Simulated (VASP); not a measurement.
System: zincblende AlN, space group F-43m, 2 atoms in the primitive cell.

```cif
data_structure
_symmetry_space_group_name_H-M 'F-43m'
_symmetry_Int_Tables_number 216
_cell_length_a 4.4013
_cell_length_b 4.4013
_cell_length_c 4.4013
_cell_angle_alpha 90.000
_cell_angle_beta 90.000
_cell_angle_gamma 90.000
_cell_volume 85.26
loop_
_atom_site_label
_atom_site_type_symbol
_atom_site_symmetry_multiplicity
_atom_site_Wyckoff_symbol
_atom_site_fract_x
_atom_site_fract_y
_atom_site_fract_z
_atom_site_occupancy
Al1 Al 4 a 0.00000 0.00000 0.00000 1
N1 N 4 c 0.25000 0.25000 0.25000 1
```

Computed with VASP 6.6.1: PBE, VASP PAW PBE potentials, release 64 (Al, N), no spin polarisation, no spin-orbit coupling, 4×4×4 k mesh, 520 eV cutoff, Gaussian smearing of 0.02 eV.

What will the band structure look like? The path is Γ–X–W–K–Γ–L–U–W–L–K|U–X.

The material is gapped. The gap along this path is 3.28 eV and indirect, from the valence-band top at Γ to the conduction-band bottom at X; the smallest direct gap is 3.98 eV, at Γ. Three bands meet at the valence-band top at Γ: it is triply degenerate (spin aside). The direct gaps are 3.98 eV at Γ, 6.45 eV at K and 6.45 eV at U.

The k mesh is coarse (spacing up to 0.62 Å⁻¹), so the values aren't converged. LDA, GGA and most meta-GGA functionals understate gaps. The usual form of AlN is wurtzite. The cell was derived from a database entry in an earlier step, so it needn't be the measured one.

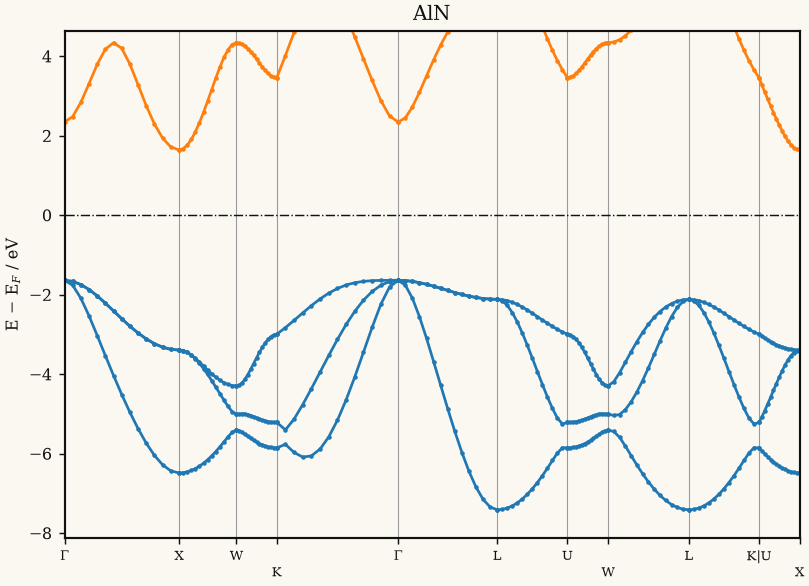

Band structure. Energies are counted from the Fermi level, put mid-gap where there is a gap.
